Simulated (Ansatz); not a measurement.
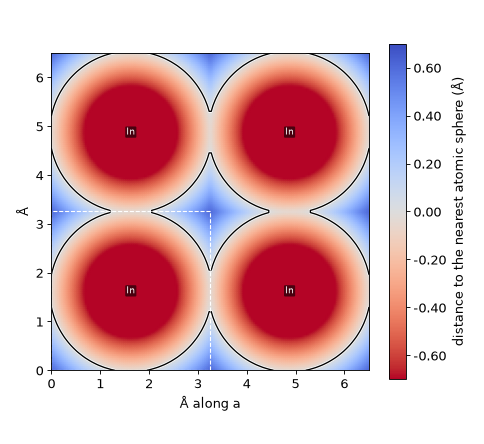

Map of the distance to the nearest atomic sphere in In (I4/mmm), computed on the section z = 0.466 (parallel to a and b; the dashed line is one cell). The black line marks the spheres' surfaces; positive values are empty space; unlabelled circles belong to atoms above or below the section.

The atoms' radii are metallic radii: In 1.67 Å.

Source of the atomic positions: a calculation's input that goes back to an entry of the Crystallography Open Database (an earlier step may have relaxed or displaced it).

```yaml
crystal:
  lattice:
    - [3.25230, 0.00000, 0.00000]
    - [0.00000, 3.25230, 0.00000]
    - [0.00000, 0.00000, 4.94790]
  atoms:
    - { symbol: In, position: [0.00000, 0.00000, 0.00000] }
    - { symbol: In, position: [0.50000, 0.50000, 0.50000] }
```

### Where is the largest hole in this section, and how large is it?

At 0.000, 0.000, 0.466 (fractional), where the distance reaches 0.64 Å; it is enclosed by 5 In (then 1 In) in a square pyramidal arrangement. It is the largest hole of the crystal.

### How much of the crystal lies outside the spheres?

About 25 % of the cell's volume, and 20 % of this section's area.

### What can pass through?

The largest sphere that fits anywhere has a diameter of 1.27 Å; the largest that can travel through the crystal, about 0.5 Å.
